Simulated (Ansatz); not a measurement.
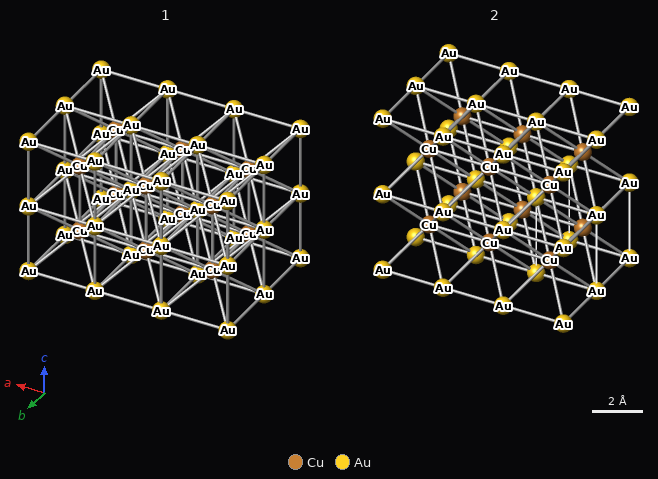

Two geometries of a crystal of CuAu (built on the database_123 type) (coarse preliminary run), drawn at one scale. One is the start of a relaxation, the other its converged end. A ball-and-stick model of the cell of the calculation, repeated 3 × 2 × 2 with one cell outlined, seen from a free direction.

Theory: DFT PBE, scalar-relativistic, plane waves, PAW (Ansatz). (plane-wave cutoff 420 eV; k-point mesh 6 × 6 × 6; occupations gaussian; smearing width 0.1 eV; no spin polarisation; cell and atoms relaxed; force threshold 0.04 eV/Å; at most 70 steps)

### Which geometry has the lower energy?

Structure 1 is the relaxed one. Case: structure reported for this formula (P4/mmm, No. 123). No atom moves by more than 0.005 Å relative to the cell. Cell: a = b 2.800 → 3.086 Å (+10.2 %), c 3.670 → 3.138 Å (−14.5 %). Volume +3.9 %. Near-neighbour distances that change, for instance: Au–Au 3.670 → 3.138 Å, Cu–Cu 3.670 → 3.138 Å, Au–Au 2.800 → 3.086 Å, Cu–Cu 2.800 → 3.086 Å. The space group stays P4/mmm (No. 123). After 8 accepted moves (10 points after the start) the energy has fallen by 84.5 meV per cell of the calculation. All forces vanish by symmetry, so only the cell relaxes. Pressure: 7.30 GPa at the start and 0.04 GPa at the end. The SCF was repeated twice at an unchanged geometry on a basis and grid sized afresh for the cell, which shifted the energy by 3.7 meV per cell of the calculation at most.

Limits of the set-up: the k-point mesh is coarse for a cell with partly filled bands.
